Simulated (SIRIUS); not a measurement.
# A series of single points on CsSnBr$_{3}$

System: CsSnBr$_{3}$ (Pm-3m, 5 atoms in the cell).
Method: Kohn-Sham DFT of a periodic cell, PBEsol, dojo-sr-pbesol-0.4.1-standard, no spin polarisation (SIRIUS 7.12.0).

The 7 runs differ only in the geometry, by an even scaling of the cell at fixed fractional positions. The structure derives from a Materials Project entry.

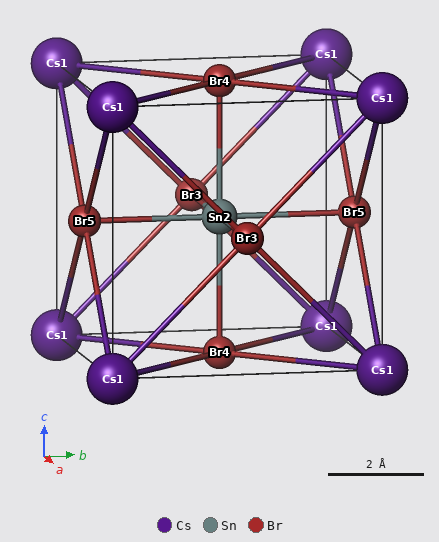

Figure 1. The structure of run 4 (ball-and-stick view of the cell of the calculation, seen slightly off an axis; atoms are numbered from 1 in the order of the input). An atom can appear more than once, as a periodic image.

### Input of run 4
```
{
  "control": {
    "processing_unit": "cpu",
    "verbosity": 2,
    "num_bands_to_print": 32,
    "print_forces": true,
    "print_stress": true
  },
  "parameters": {
    "electronic_structure_method": "pseudopotential",
    "xc_functionals": ["XC_GGA_X_PBE_SOL", "XC_GGA_C_PBE_SOL"],
    "gk_cutoff": 8.5,
    "pw_cutoff": 17.0,
    "ngridk": [5, 5, 5],
    "shiftk": [0, 0, 0],
    "smearing": "fermi_dirac",
    "smearing_width": 0.0018374661,
    "num_bands": 32,
    "num_mag_dims": 0,
    "num_dft_iter": 100,
    "energy_tol": 1e-08,
    "density_tol": 1e-06
  },
  "iterative_solver": {
    "type": "davidson",
    "min_tolerance": 1e-10
  },
  "mixer": {
    "type": "anderson",
    "beta": 0.7,
    "max_history": 8
  },
  "settings": {
    "tol_ne": 1e-10,
    "pseudo_grid_cutoff": 6.5
  },
  "unit_cell": {
    "lattice_vectors": [
      [1.0, 0.0, 0.0],
      [0.0, 1.0, 0.0],
      [0.0, 0.0, 1.0]
    ],
    "lattice_vectors_scale": 11.0341214431,
    "atom_coordinate_units": "lattice",
    "atom_types": ["Cs", "Sn", "Br"],
    "atom_files": {
      "Cs": "Cs.json",
      "Br": "Br.json",
      "Sn": "Sn.json"
    },
    "atoms": {
      "Cs": [
        [0.0, 0.0, 0.0]
      ],
      "Sn": [
        [0.5, 0.5, 0.5]
      ],
      "Br": [
        [0.0, 0.5, 0.5],
        [0.5, 0.5, 0.0],
        [0.5, 0.0, 0.5]
      ]
    }
  }
}
```

Command:
```bash
upf_to_json Cs.upf
upf_to_json Br.upf
upf_to_json Sn.upf
OMP_NUM_THREADS=4 sirius.scf --input=sirius.json --output=out.json --task=0
```

Run 3 has the same physical settings and fractional positions; its lattice vectors (Å) are:
```
   5.799816    0.000000    0.000000
   0.000000    5.799816    0.000000
   0.000000    0.000000    5.799816
```

### Results, with one run withheld

| run | volume per atom (Å³) | free energy per atom, from the lowest run given (meV) | pressure (GPa) | gap on the mesh (eV) |
| --- | --- | --- | --- | --- |
| 1 | 37.426 | 0.87 | 0.42 | 1.73 |
| 2 | 38.222 | 0.00 | −0.07 | 1.77 |
| 3 | 39.019 | ? | ? | ? |
| 4 | 39.815 | 4.85 | −0.88 | 1.84 |
| 5 | 40.611 | 10.10 | −1.23 | 1.87 |
| 6 | 41.408 | 16.94 | −1.53 | 1.90 |
| 7 | 42.204 | 25.22 | −1.80 | 1.93 |

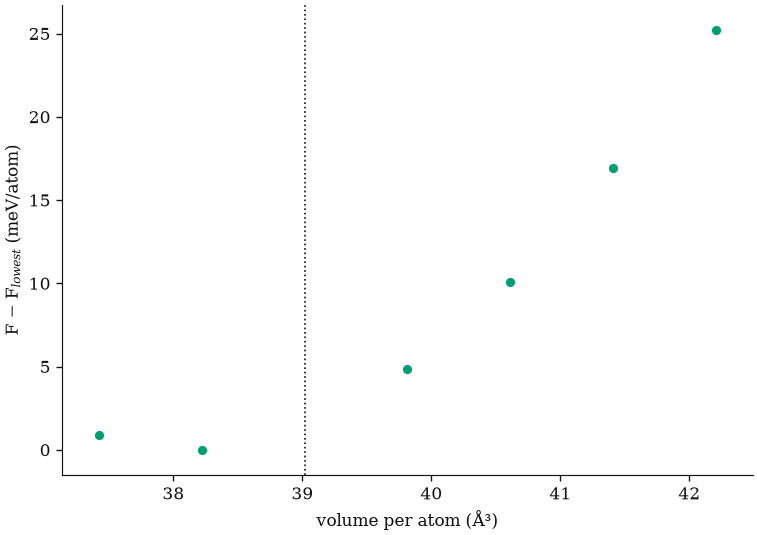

Figure 2. Free energy per atom of the runs given; the dotted line marks run 3.

Estimate the energy of run 3 from the others.

A cubic polynomial in V^(−2/3) (the Birch–Murnaghan form), fitted to the 6 runs given, misses them by at most 0.01 meV per atom. With x = V^(−2/3) − 0.08566 Å⁻², it reads F = 5.2559 − 3981.3 x + 7.4387e+05 x² + 2.6798e+06 x³ (meV per atom). At run 3 it gives 1.41 meV per atom, and the run itself gives 1.41. The slope of the fit gives a pressure −dF/dV of −0.50 GPa there, and the run prints −0.50 GPa. The fit has its minimum at 38.113 Å³ per atom, where V d²F/dV² gives 22.3 GPa: the bulk modulus at this level, since symmetry fixes the shape and the positions. The gap on the mesh goes, without turning, from 1.73 eV in run 1 to 1.93 eV in run 7; run 3 has 1.80 eV. These are gaps of this functional on this mesh, which can miss the band edges; they aren't the measured gap.

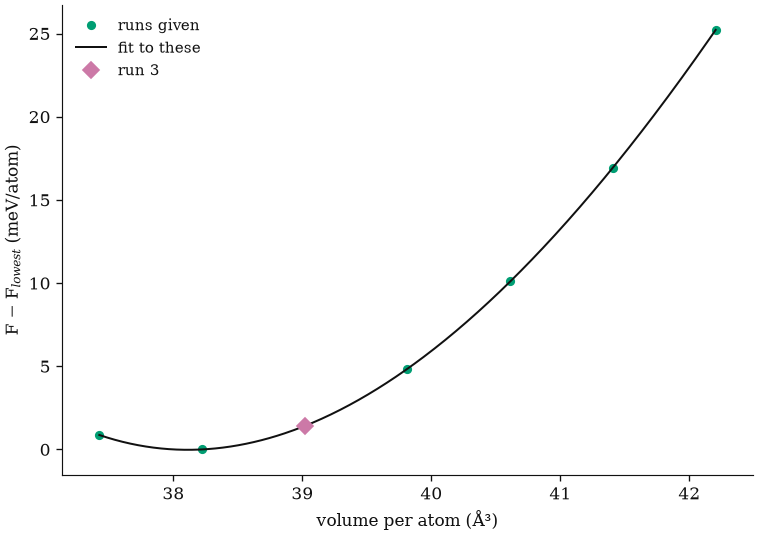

Figure 3. The fit and the withheld run.

### Some lines of the output (run 3)
```
[...]
[find] band gap (eV)                  :       1.80282326
[find] Efermi                         :       0.17146136
[find] Total energy                   :    -149.37268259 (Ha),    -298.74536517 (Ry)
[find] Free energy (E-TS)             :    -149.37268259 (Ha),    -298.74536517 (Ry)
[find] band gap (eV)                  :       1.80282337
[find] Efermi                         :       0.17146132
[find] band gap (eV)                  :       1.80282345
[find] Efermi                         :       0.17146133
[find] band gap (eV)                  :       1.80282309
[find] Efermi                         :       0.17146138
[find] band gap (eV)                  :       1.80282330
[find] Efermi                         :       0.17146149
[find] band gap (eV)                  :       1.80282204
[find] Efermi                         :       0.17146120
```
